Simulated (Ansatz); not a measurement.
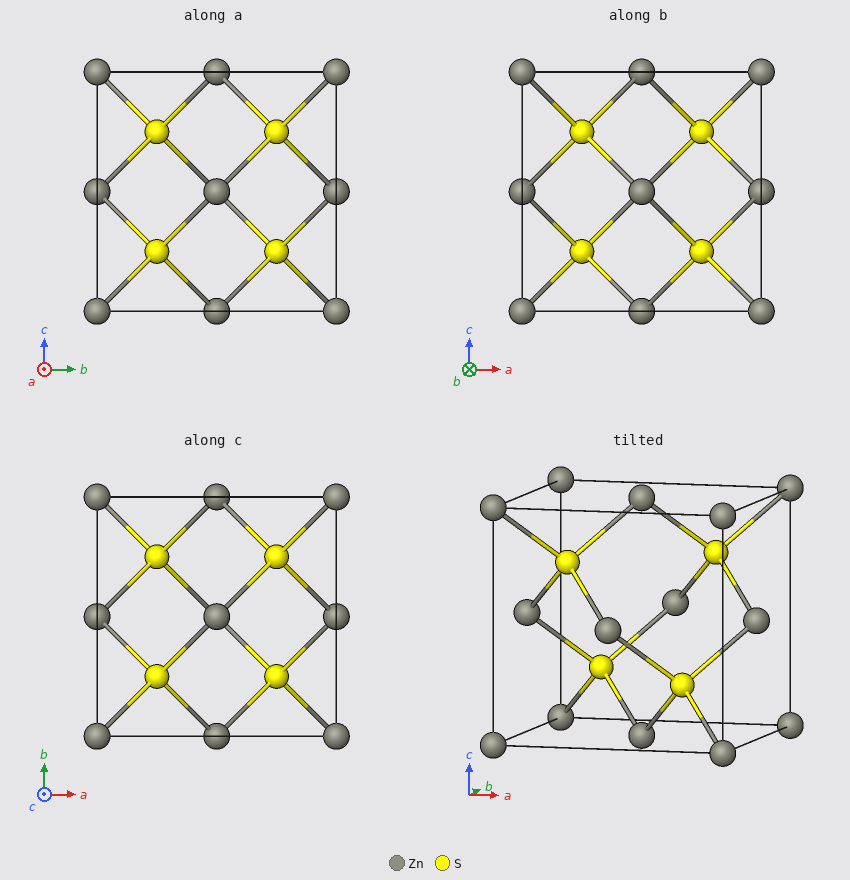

Ball-and-stick drawing of the structure, looking along the a axis, along the b axis, along the c axis and slightly off an axis. The conventional unit cell is outlined; an atom on or near a face, edge or corner is repeated at each equivalent position.

Lattice parameters: a = 5.388 Å, b = 5.388 Å, c = 5.388 Å, α = 90.00°, β = 90.00°, γ = 90.00°. Put a along x and b in the xy plane.

Q: Put the structure into a POSCAR file.

A:
```
Zn S
1.0
     5.388    0.000    0.000
     0.000    5.388    0.000
     0.000    0.000    5.388
Zn S
4 4
Direct
  0.0000 0.0000 0.0000
  0.0000 0.5000 0.5000
  0.5000 0.0000 0.5000
  0.5000 0.5000 0.0000
  0.2500 0.2500 0.7500
  0.2500 0.7500 0.2500
  0.7500 0.2500 0.2500
  0.7500 0.7500 0.7500
```

Source of the structure: a structure type filled with these elements by a generator (whether the compound takes this form wasn't checked). Earlier steps of the study may have refined or changed the cell and positions. Ansatz was used for an electronic-structure calculation on it.
